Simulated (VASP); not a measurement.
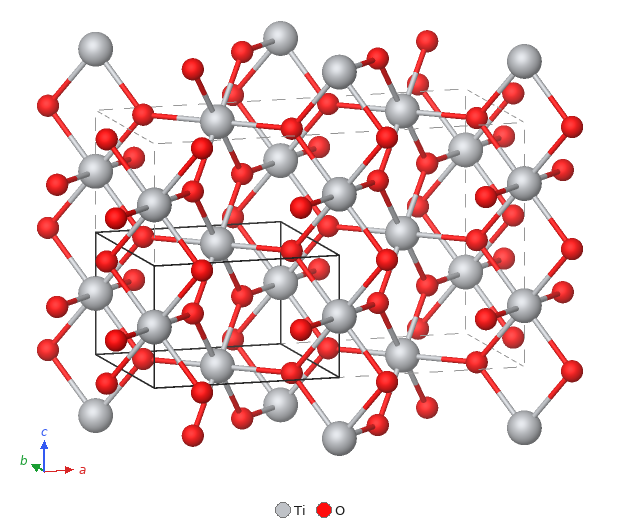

TiO2 (space group P4_2/mnm, No. 136). Coordinates: the end point of a relaxation with VASP Kohn-Sham DFT of a periodic cell, RPBE with D3, VASP PAW PBE potentials, recommended in VASP.

Bonds are taken as O–Ti below 2.2 Å. Simplification: prune 0- and 1-connected atoms, fold 2-connected ones into links.

### What kind of net remains, and which atoms are its nodes?

A binodal (3,6)-connected, three-periodic net: O is a 3-connected node; Ti is a 6-connected node, in the ratio 2:1.

### Does the net have a name?

It is the rtl net, known from rutile.

### Is the net interpenetrated?

It is a single net, without interpenetration.

### Give the first ten terms of the coordination sequence (nodes one, two, three … edges away).

O: 3, 14, 19, 62, 51, 144, 99, 254, 163, 400; Ti: 6, 10, 38, 34, 102, 74, 198, 130, 326, 202.

The simplified net, drawn on the atoms' positions. Nodes are coloured by element. Edges to nodes outside the piece are drawn as stubs.

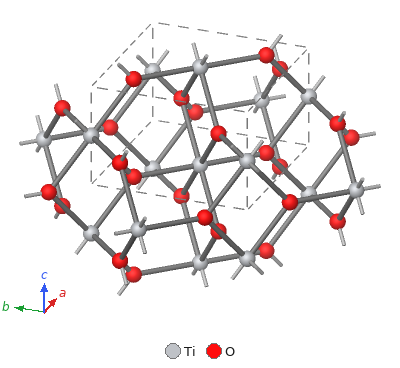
